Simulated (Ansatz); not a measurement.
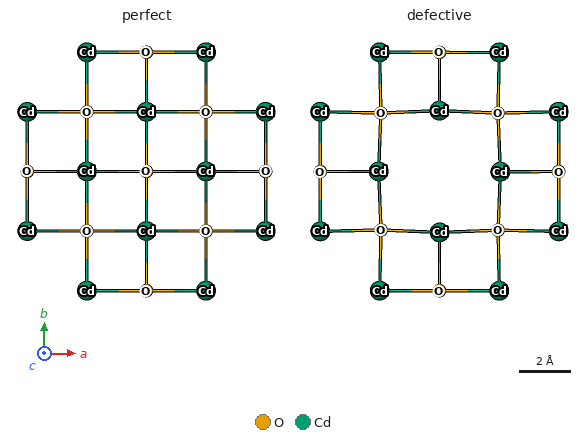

Left: perfect CdO. Right: the same region with one point defect, after relaxing the atoms in a supercell of 64 sites. The picture is a ball-and-stick view of the atoms within 6.0 Å of one point, in a slice 4.2 Å thick across the line of sight, seen along the c axis.

All numbers below come from Ansatz, DFT, PBEsol, PAW, plane waves. Settings: plane-wave cutoff 420 eV; k-point mesh 1 × 1 × 1; mesh shifted by (0.25, 0.25, 0.25); no spin polarisation. Fermi-Dirac smearing of 0.01 eV. The axes drawn are those of the host's conventional cell.

### What kind of defect was made?

An oxygen atom is taken out (a vacancy).

The charge state of the cell is 0.

### How does the lattice respond?

Around the empty O site the host had 6 Cd at 2.35 Å; after relaxation the nearest atoms are 6 Cd at 2.39 to 2.40 Å. Of the host's atoms, an oxygen atom moves furthest from its site, by 0.07 Å.
